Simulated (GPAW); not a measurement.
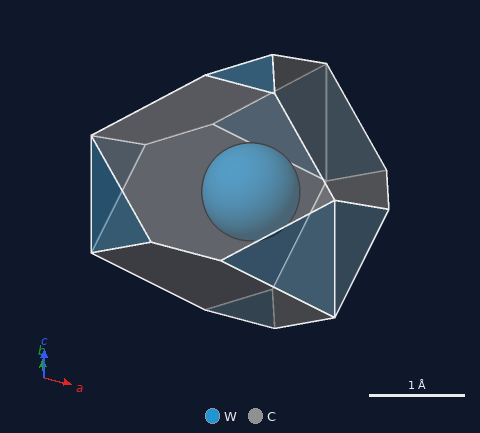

The polyhedron is the computed Voronoi (Dirichlet) cell of the central atom: each face lies in the plane that bisects the line to a neighbour. Central atom: W (1a) in WC; faces take the colour of the neighbour behind them. Origin: an entry of the Crystallography Open Database, as set up for an electronic-structure calculation.

WC, space group P-6m2 (No. 187), a = 2.907 Å, b = 2.907 Å, c = 2.837 Å, α = 90.00°, β = 90.00°, γ = 120.00°

```json
{"site": "W", "Wyckoff": "1a", "x": "0.0000", "y": "0.0000", "z": "0.0000"}
{"site": "C", "Wyckoff": "1f", "x": "0.6667", "y": "0.3333", "z": "0.5000"}
```

> What is the volume of this Voronoi cell?

10.4 Å³, equal to the mean volume per atom.

> How many faces does the cell have, and of which kinds?

14 faces, index ⟨8,0,0,6⟩.
